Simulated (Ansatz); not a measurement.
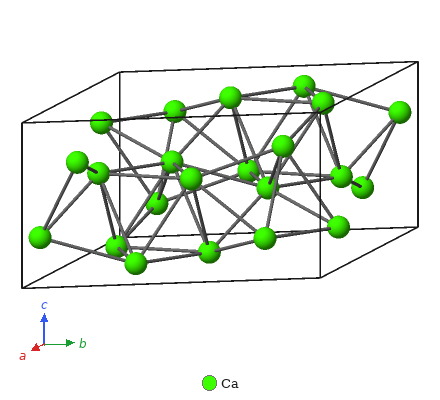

The structure; the drawing may span several cells.

Structure (in its standard cell), coordinates from a relaxation with DFT PBE, scalar-relativistic, plane waves, PAW (Ansatz); the starting structure was generated, so it need not be a known form of this composition:

Space group R-3c:H (No. 167). a = 11.726 Å, b = 11.726 Å, c = 6.478 Å, α = 90.00°, β = 90.00°, γ = 120.00°
```csv
atom,site,symmetry,x,y,z
Ca,18e,.2,0.1855,0.1855,0.2500
```

**What does the kinematic electron diffraction pattern along [210] look like at 120 kV (B = 0.3 Å²)?**

The spots form a rectangular net whose two shortest vectors correspond to d = 5.86 Å and 2.16 Å, 90.0° apart. They are 1 -2 0 (weak) and 0 0 3 (itself extinct). The pattern has symmetry 2mm. The lattice centring (R) removes all reflections that break −h + k + l = 3n; a glide plane extinguishes reflections such as 0 0 3, 0 0 9; reflections such as 1 -2 -6, 1 -2 6, 5 -10 -3 are allowed but too weak to see at this display level.

Strongest reflections with d > 0.80 Å, one of each family (|F|² from tabulated Gaussian fits of the electron scattering factors, times a small damping for the curvature of the Ewald sphere):

```csv
hkl,d (Å),I (strongest = 100)
2 -4 0,2.932,100
2 -4 3,1.739,95
0 0 6,1.080,38
5 -10 0,1.173,32
1 -2 3,2.026,28
4 -8 3,1.213,27
```

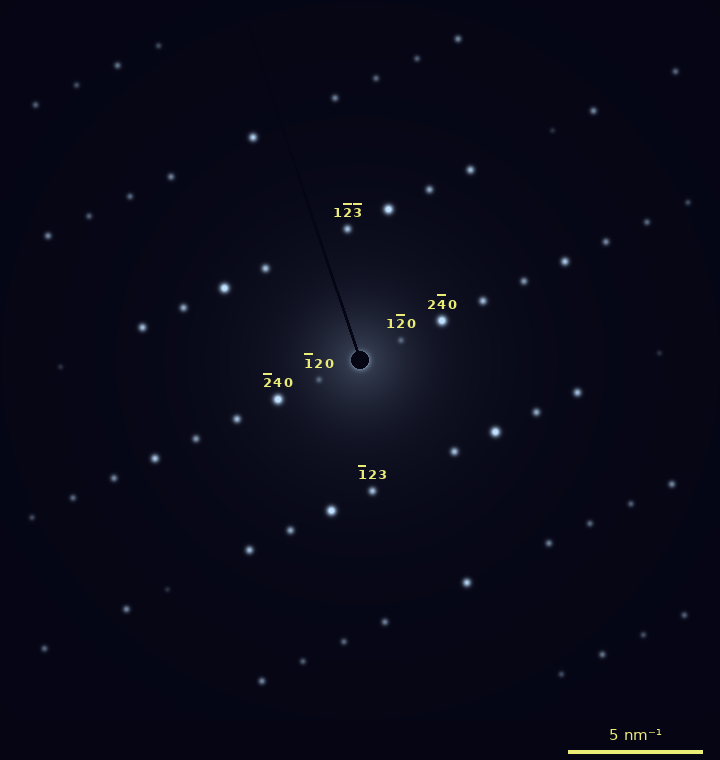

Calculated pattern, seen from the source side with [210] pointing towards the source.
